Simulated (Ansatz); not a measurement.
**SiC: density, localisation and related maps**

Input file:

```
crystal:
  lattice:
    - [2.856852842, 0.0, 0.0]
    - [-1.428426421, 2.474107136, 0.0]
    - [0.0, 0.0, 4.7019938879]
  atoms:
    - { symbol: Si, position: [0.0, 0.0, 0.0] }
    - { symbol: Si, position: [0.0, 0.0, 0.5] }
    - { symbol: C, position: [0.3333333333, 0.6666666667, 0.25] }
    - { symbol: C, position: [0.6666666667, 0.3333333333, 0.75] }
kpoints:
  mp_grid: { grid: [6, 6, 4] }
hamiltonian:
  xc: hse06
scf:
  occupations: { method: fermi_dirac, width: 0.02 }
  n_extra_bands: 5
output:
  forces: true
  stress: true
  eigenvalues: true
  write_density: true
  write_potential: true
  elf: true
  volumetric_format: npy
```

Run with:

```sh
ansatz run input.yaml --threads 4 --pin off --max-ram 3686MiB --backend cpu --events-out ev --progress --plain --runs-dir out
```

Below, planes, directions and counts refer to the conventional cell (a = 2.86 Å, b = 2.86 Å, c = 4.70 Å, α = 90.00°, β = 90.00°, γ = 120.00°).

Space group P6₃/mmc; started from the NiAs prototype, which need not be the ambient phase; computed pressure about −3 GPa in this cell.

Theory: DFT, HSE06, plane waves, PAW (Ansatz 0.2.0).

The density is the valence pseudo-density of a PAW calculation; it isn't the true density close to the nuclei.

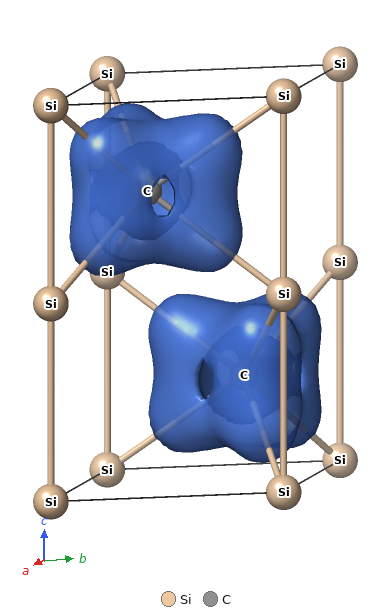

Figure 1. Isosurface of the ELF at 0.7 (blue), seen slightly off an axis. Core shells and regions of very low density are left out. Sticks mark near contacts.

> Describe the localisation domains.

The ELF exceeds this value in two regions on C in which the atom's valence shell and bonds are merged, counted in one cell of 4 atoms. Regions shared between cells count once.


Si–C (2.03 Å): the ELF peaks at about 0.85 between the atoms. Si–Si (2.35 Å): the ELF is about 0.35 at the midpoint.

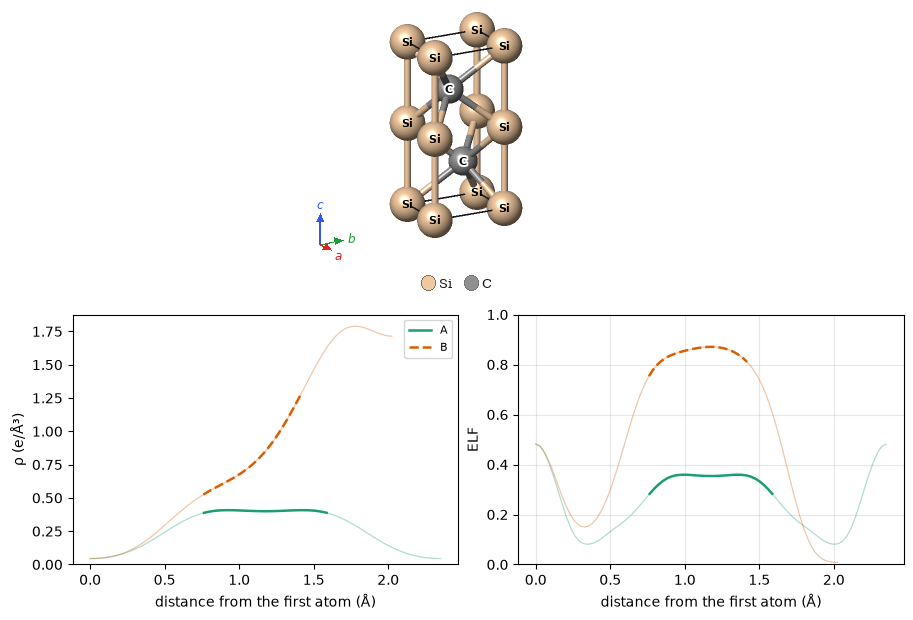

Figure 2. Valence charge density (pseudo) and ELF along straight lines between neighbouring atoms. Thin, pale parts lie inside the atomic spheres. The structure is drawn too.

> Which curve belongs to which contact (Si–C and Si–Si)? The first atom named is at distance zero.

Curve A: Si–Si (2.35 Å): the density is about 0.4 e/Å³ at the midpoint; the ELF is about 0.35 at the midpoint. Curve B: Si–C (2.03 Å): ρ is about 0.69 e/Å³ halfway; the ELF peaks at about 0.85 between the atoms.
